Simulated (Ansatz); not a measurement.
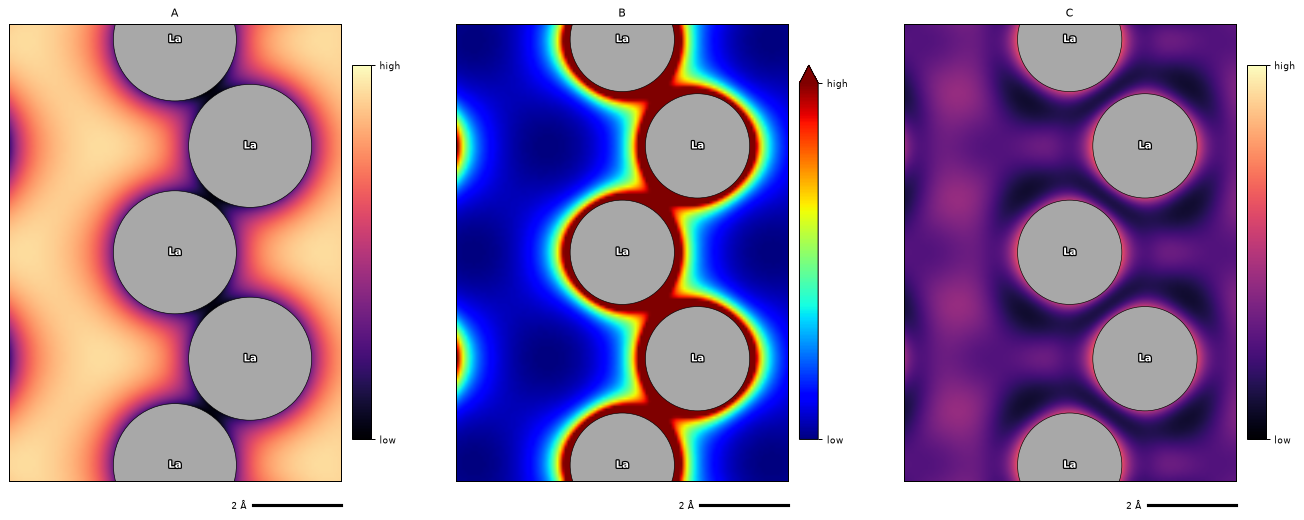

La: 3 fields on the (101) plane of the conventional cell, with unlabelled colour scales. Grey discs cover the atomic cores.

Space group Fd-3m; set up as La, diamond; a generated structure, not necessarily the stable one; changed on purpose from its base cell (volume × 1.08); computed pressure about −3 GPa in this cell; the program warned that a starting moment wasn't kept; spin-polarised, but the moments vanished.

These are results of Ansatz, DFT, PBE, plane waves (420 eV) with PAW, scalar-relativistic, not measurements.

### Which field does each panel show? The fields are: electron localisation function, electrostatic potential energy of an electron and valence pseudo-density.

Panel A: electrostatic potential energy of an electron (low next to the atoms, rising into the space between them). Panel B: valence pseudo-density. Panel C: electron localisation function. From the grid: La–La (2.97 Å): the density is about 0.27 e/Å³ at the midpoint; the ELF is about 0.15 at the midpoint; no localised pair shows between them.
